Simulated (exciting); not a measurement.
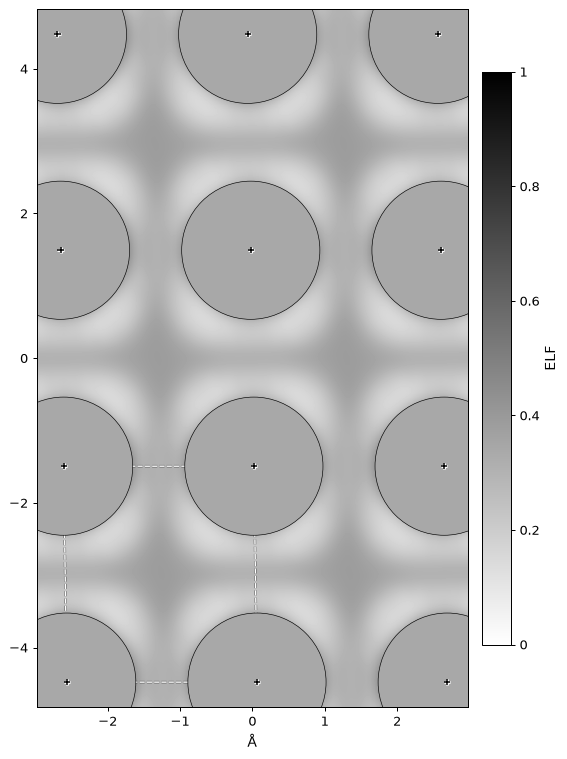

The electron localisation function on a plane through atoms (crosses mark nuclei in the plane; grey discs cover the cores).

These are results of exciting, Kohn-Sham DFT of a periodic cell, PBEsol, all-electron LAPW+lo, shipped species files, not measurements.

Candidates:
A. ZrB2, a = 3.17 Å, b = 3.17 Å, c = 3.53 Å, α = 90.00°, β = 90.00°, γ = 120.00°. Space group P6/mmm.
B. P, a = 3.45 Å, b = 3.45 Å, c = 9.39 Å, α = 90.00°, β = 90.00°, γ = 120.00°. Space group R-3m; a structure from a database of computed crystals, not necessarily the ambient phase.
C. Mo, a = 2.63 Å, b = 2.79 Å, c = 2.84 Å, α = 64.03°, β = 64.98°, γ = 65.39°. Space group P-1.

> Which candidate gave the map?

Candidate C: Mo on the (011) plane of the conventional cell, which holds Mo. Mo–Mo (2.63 Å): the ELF is about 0.30 at the midpoint.
